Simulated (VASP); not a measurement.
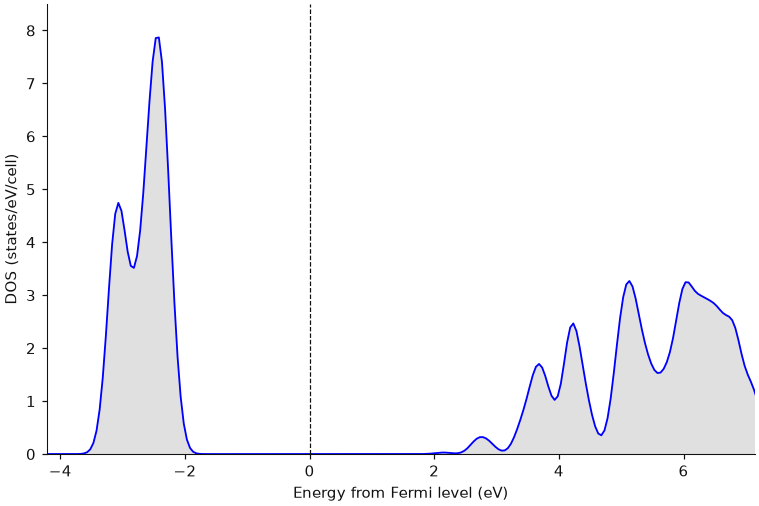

Density of states. Energies are counted from the Fermi level, put mid-gap where there is a gap. The curve is built from the levels of the k mesh with Gaussians 0.3 eV wide, which also blur the band edges.

Input of the run:

INCAR:
```
ENCUT = 520.000000
SIGMA = 0.010000
EDIFF = 1.00e-07
ALGO = Normal
METAGGA = R2SCAN
PREC = Accurate
IBRION = -1
ISIF = 2
ISMEAR = 0
NBANDS = 14
NELM = 120
NSW = 0
LASPH = .TRUE.
LCHARG = .FALSE.
LWAVE = .FALSE.
LREAL = .FALSE.
```

KPOINTS:
```
KPOINTS created by Atomic Simulation Environment
0
Gamma
6 6 6
0 0 0
```

POSCAR:
```
Na I
 1.0000000000000000
     0.1138545593000000    3.6570462404000001    3.6570462404000001
     3.6570462404000001    0.1138545593000000    3.6570462404000001
     3.6570462404000001    3.6570462404000001    0.1138545593000000
 Na  I
   1   1
Cartesian
  0.0235405917967054  0.0235405917967054  0.0235405917967054
  1.8334461682282941  1.8334461682282941  1.8334461682282941
```

Run as:
```bash
mpirun -np 1 vasp_std
```

System: NaI, space group R3m, 2 atoms in the cell, zincblende type, shear (111) strain +4.8%.

Level of theory: DFT, r2SCAN, plane waves, PAW, 6×6×6 k mesh; code VASP.

Question: Is there a gap at the Fermi level, and how wide?

Answer: There is a gap; over the k points computed it is 4.29 eV (direct among those points).

Question: Where is the tallest peak of the filled states in the window?

Answer: Within the window shown, the tallest peak of the filled states lies 0.3 eV under the valence-band top, at about 7.9 states per eV and cell.

Question: How wide is the upper valence band?

Answer: The upper group of valence states starts about 1.2 eV under the valence-band top (which lies at −2.1 eV on this axis), with a gap beneath it; it holds about 6 electrons a cell.

Spin-orbit coupling is left out, which matters for I.
